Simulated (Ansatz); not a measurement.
SiC

Input

```
crystal:
  lattice:
    - [2.6201228479, 0.0, 0.0]
    - [0.0, 2.6201228479, 0.0]
    - [0.0, 0.0, 2.6201228479]
  atoms:
    - { symbol: Si, position: [0.0, 0.0, 0.0] }
    - { symbol: C, position: [0.5, 0.5, 0.5] }
kpoints:
  mp_grid: { grid: [6, 6, 6] }
hamiltonian:
  xc: hse06
scf:
  occupations: { method: fermi_dirac, width: 0.02 }
  n_extra_bands: 4
output:
  forces: true
  stress: true
  eigenvalues: true
  write_density: true
  write_potential: true
  elf: true
  volumetric_format: npy
```

Launched as:

```sh
ansatz run input.yaml --threads 2 --pin off --max-ram 2211MiB --backend cpu --events-out ev --progress --plain --runs-dir out
```

Below, planes, directions and counts refer to the conventional cell (a = 2.62 Å, b = 2.62 Å, c = 2.62 Å, α = 90.00°, β = 90.00°, γ = 90.00°).

Space group Pm-3m; started from the CsCl prototype, which need not be the ambient phase.

Level of theory: DFT, HSE06, plane waves, PAW (Ansatz).

The density is the valence pseudo-density of a PAW calculation; it isn't the true density close to the nuclei.

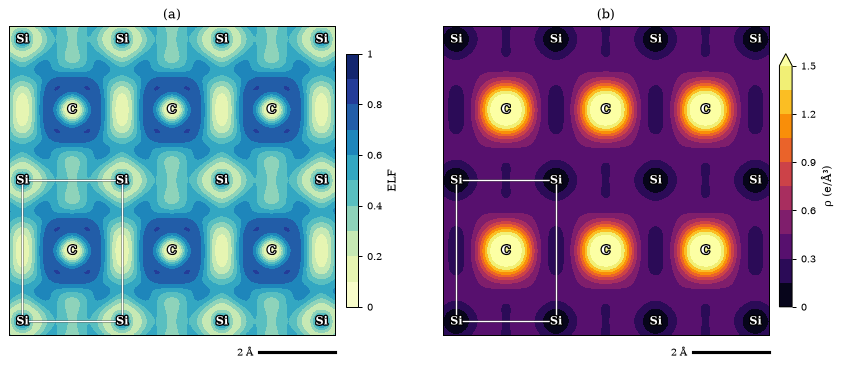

Figure 1. (a) electron localisation function; (b) valence pseudo-density on the (110) plane of the conventional cell.

Question: Read the bonding off the picture.

Answer:
- The section cuts through Si and C sites.
- Si–C (2.27 Å): ρ at the midpoint is about 0.44 e/Å³; the ELF peaks at about 0.80 between the atoms.
- Between the atoms the lowest density in this plane is 0.24 e/Å³.

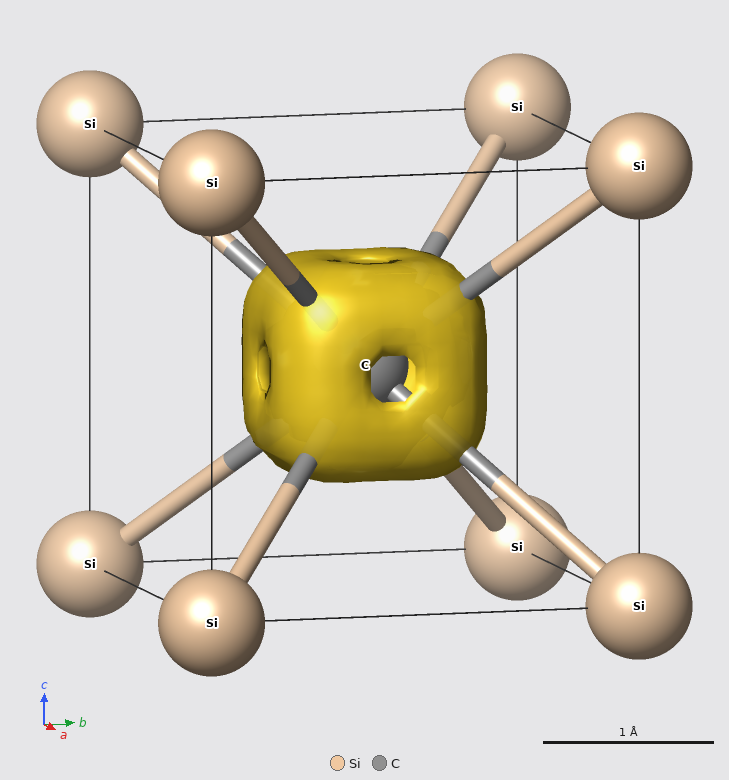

Figure 2. Isosurface of the electron localisation function at 0.75 (yellow), seen slightly off an axis. Only the valence region is drawn (cores and ρ < 0.01 e/Å³ removed). Sticks mark near contacts.

Question: Where are the electrons localised?

Answer: The surface consists of one region wrapped around C (its valence shell), counted in one cell of 2 atoms. Regions shared between cells count once.
